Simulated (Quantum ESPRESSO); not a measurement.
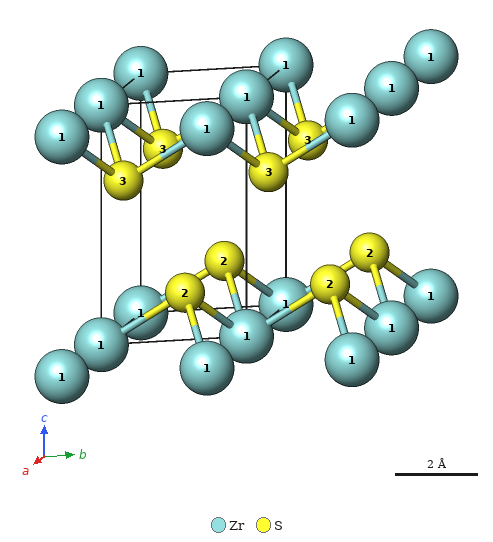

Fig. 1: The structure (ball-and-stick view of the cell of the calculation, repeated 2 × 2 × 1, seen slightly off an axis; atoms are numbered from 1 in the order of the input).

Run report: ZrS2, single-point calculation

System: ZrS2 (P-3m1, 3 atoms in the cell).
Method: Kohn-Sham DFT of a periodic cell, PBE, SSSP 1.3 efficiency PBE, no spin polarisation (Quantum ESPRESSO 7.5).

The structure derives from a Materials Project entry.

### The input
```python
import numpy as np
from ase.calculators.espresso import Espresso, EspressoProfile
from ase.io import read

atoms = read('POSCAR')

input_data = {
    'control': {'calculation': 'scf', 'prefix': 'pwscf', 'outdir': './tmp', 'tprnfor': True, 'tstress': True, 'disk_io': 'nowf'},
    'system': {'ecutwfc': 55.0, 'ecutrho': 440.0, 'nbnd': 19, 'occupations': 'smearing', 'smearing': 'fd', 'degauss': 0.00367493},
    'electrons': {'conv_thr': 6e-10, 'electron_maxstep': 120, 'mixing_beta': 0.5},
}
pseudopotentials = {'S': 's_pbe_v1.4.uspp.F.UPF', 'Zr': 'Zr_pbe_v1.uspp.F.UPF'}
profile = EspressoProfile(command='pw.x', pseudo_dir='pseudo')
dft = Espresso(profile=profile, input_data=input_data, pseudopotentials=pseudopotentials, kpts=(8, 8, 5), koffset=(0, 0, 0))
atoms.calc = dft

print(f'energy {atoms.get_potential_energy():.8f} eV')
print('forces (eV/A)')
print(np.round(atoms.get_forces(), 6))
print('stress (eV/A^3, Voigt)')
print(np.round(atoms.get_stress(), 8))
print(f'Fermi level {dft.get_fermi_level():.4f} eV')
```

### File POSCAR
```
ZrS2
1.0
    3.6913825498      0.0000000000      0.0000000000
   -1.8456912749      3.1968310632      0.0000000000
    0.0000000000      0.0000000000      6.0410770100
Zr S
1 2
Direct
    0.0000000000      0.0000000000      0.0000000000
    0.3333333333      0.6666666667      0.2379099700
    0.6666666667      0.3333333333      0.7620900300
```

Command:
```bash
OMP_NUM_THREADS=1 python run.py
```

### Log
```
energy -2009.46749581 eV
forces (eV/A)
[[ 0.        0.        0.      ]
 [ 0.        0.        0.036755]
 [ 0.        0.       -0.036755]]
stress (eV/A^3, Voigt)
[-0.00030758 -0.00030758 -0.00702941 -0.         -0.          0.        ]
Fermi level 7.0091 eV
```

### Results in brief

```json
{"quantity": "outcome", "value": "converged"}
{"quantity": "space group (tolerance 0.01 Å)", "value": "P-3m1 (164)"}
{"quantity": "electrons treated", "value": "24"}
{"quantity": "free energy", "value": "−2009.4677 eV"}
{"quantity": "Fermi energy", "value": "7.009 eV"}
{"quantity": "gap on the k-point mesh", "value": "1.06 eV"}
{"quantity": "pressure", "value": "0.41 GPa"}
{"quantity": "largest force (length of the vector)", "value": "0.037 eV/Å"}
{"quantity": "hardware", "value": "1 thread of Intel Xeon @ 2.50GHz (Skylake/Cascade Lake), 128 GiB of memory available, shared host"}
{"quantity": "wall time", "value": "89 s"}
{"quantity": "peak memory", "value": "0.34 GiB"}
```

### Notes

The record of the run, not the program, notes: negative rho.
